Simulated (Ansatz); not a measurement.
# AlGaN2: what the fields show

```xyz
4
Lattice="0.0000 3.1304 0.0000 3.2399 0.0000 0.0000 0.0000 0.0000 -4.2688" Properties=species:S:1:pos:R:3 pbc="T T T"
Al    1.6199    1.5652   -2.1447
Ga    0.0000    0.0000   -0.0120
N     1.6199    0.0000   -1.1019
N     0.0000    1.5652   -3.1447
```

Space group Pmm2; a structure from a database of computed crystals, not necessarily the ambient phase; changed on purpose from its base cell (uniaxial strain along a, b, c and atoms relaxed: +4.0 %); computed pressure about −4 GPa in this cell.

These are results of DFT LDA, scalar-relativistic, plane waves, PAW (Ansatz), not measurements.

In a PAW calculation such maps are meaningful between the atoms, not at the nuclei.

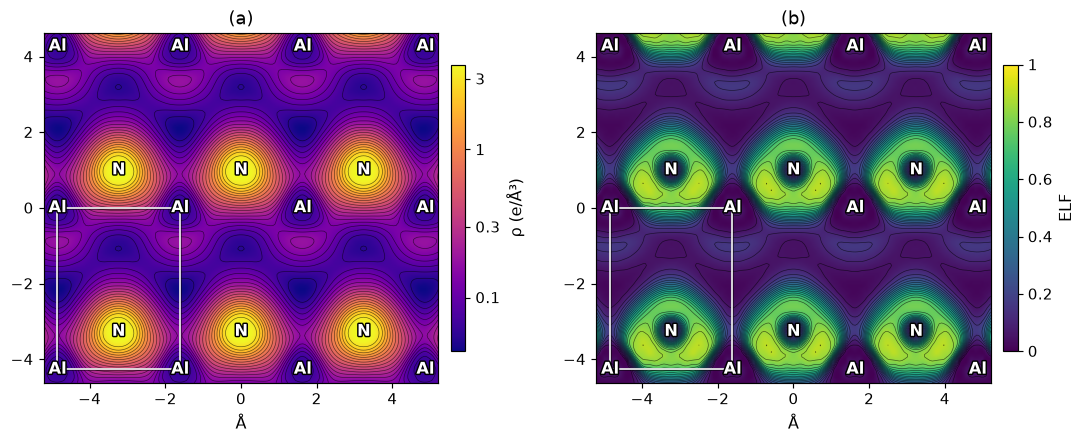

Figure 1. (a) valence electron density; (b) electron localisation function on the (100) plane of the conventional cell.

Question: What do the fields say about this system?

Answer: The section cuts through Al and N sites.
Al–N (1.90 Å): the density is about 0.68 e/Å³ at the midpoint; the ELF peaks at about 0.90 between the atoms (a polar covalent bond).
Between the atoms the lowest density in this plane is 0.04 e/Å³.

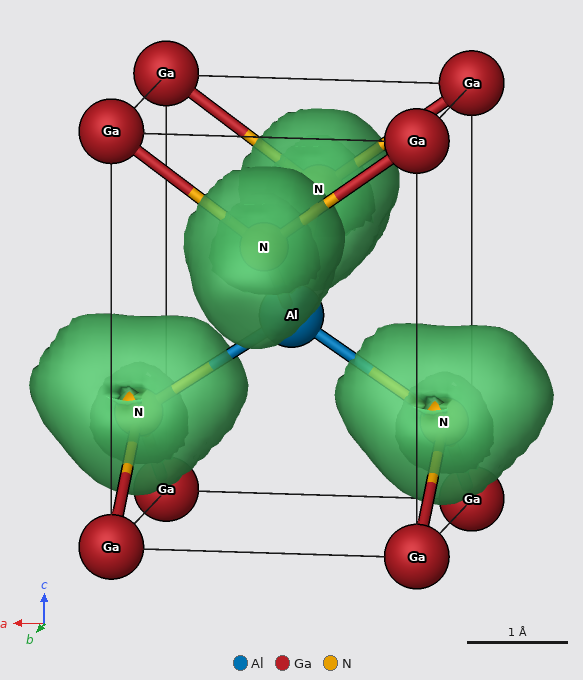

Figure 2. Isosurface of the electron localisation function at 0.75 (green), seen at an oblique angle. Core shells and regions of very low density are left out. Sticks mark near contacts.

Question: Describe the localisation domains.

Answer: The ELF exceeds this value in two regions on N in which the atom's valence shell and bonds are merged, counted in one cell of 4 atoms. Regions shared between cells count once. Profiles from the grid: Al–N (1.88 Å): the ELF peaks at about 0.90 between the atoms, as expected for a polar covalent bond. Ga–N (1.93 Å): the ELF peaks at about 0.85 in the valence shell of N, 0.7 Å from its nucleus, and is about 0.45 at the midpoint.

Question: Does the calculation make it a metal, or give it a gap?

Answer: It is gapped, with a Kohn–Sham gap of 2.8 eV on the k-point mesh (the band edges may lie off the mesh, which would make the gap smaller).
